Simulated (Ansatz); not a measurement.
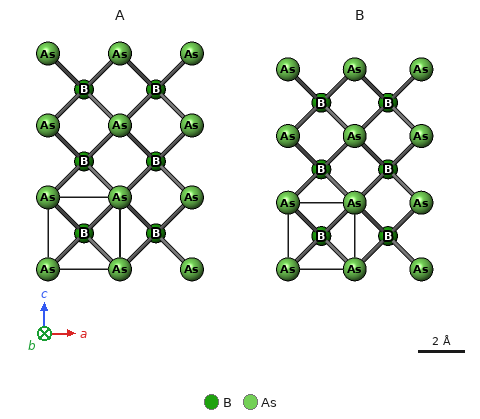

Two geometries of a crystal of BAs (a generated structure, set up in Pm-3m) (coarse preliminary run), drawn at one scale. One is the start of a relaxation, the other its converged end. The picture is a ball-and-stick view of the cell of the calculation, repeated 2 × 1 × 3 with one cell outlined, seen along the b axis.

Computed with Ansatz 0.2.0, DFT PBE, scalar-relativistic, plane waves, PAW. (plane-wave cutoff 420 eV; k-point mesh 6 × 6 × 6; occupations gaussian; smearing width 0.1 eV; no spin polarisation; cell and atoms relaxed; force threshold 0.04 eV/Å; at most 70 steps)

Which geometry has the lower energy?

Structure B is the relaxed one. No atom moves by more than 0.005 Å relative to the cell. The volume changes by −20.4 %, with a = b = c 3.182 → 2.948 Å (−7.3 %). Some distances before and after: As–B 2.755 → 2.553 Å. The space group stays Pm-3m (No. 221). After 3 accepted moves (4 points after the start) the energy has fallen by 0.386 eV per cell of the calculation. All forces vanish by symmetry, so only the cell relaxes. The pressure goes from −15.20 to −0.35 GPa. At 1 point the geometry stayed and the basis and grid were re-selected for the new cell (energy shift of 1.7 meV per cell of the calculation at most each time).
